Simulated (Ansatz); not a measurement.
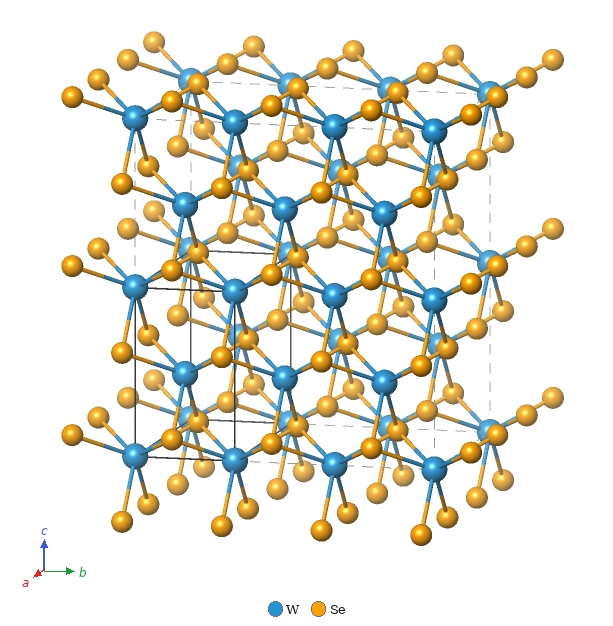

We look at a ball-and-stick model of the crystal slightly off an axis. A 1×3×2 array of cells is drawn; the conventional unit cell has the solid edges. Some atoms of the next cells are drawn as well.

WSe2, space group Amm2 (No. 38), a = 7.18 Å, b = 3.30 Å, c = 5.50 Å, α = 90.00°, β = 90.00°, γ = 90.00°.

Calculation details: Ansatz, DFT, r2SCAN, plane waves, PAW; plane-wave cutoff 500 eV, k-points about 0.22 Å⁻¹ apart, no spin polarisation.

Predict the gap.

A semiconductor at this level, with a gap of 1.39 eV, indirect; the smallest direct gap is 1.92 eV.

Give the pressure and its sign.

The computed pressure is 4.5 GPa (compressed: it would expand). The stress isn't hydrostatic: its largest component is 9.2 GPa.

It goes back to a structure listed in the Materials Project. The cell was then strained or its atoms displaced on purpose. It went into a calculation with Ansatz.

At this level of theory the cell isn't at rest (compressed, at 4 GPa), so its distances can differ from those at equilibrium, the more so the softer the solid.
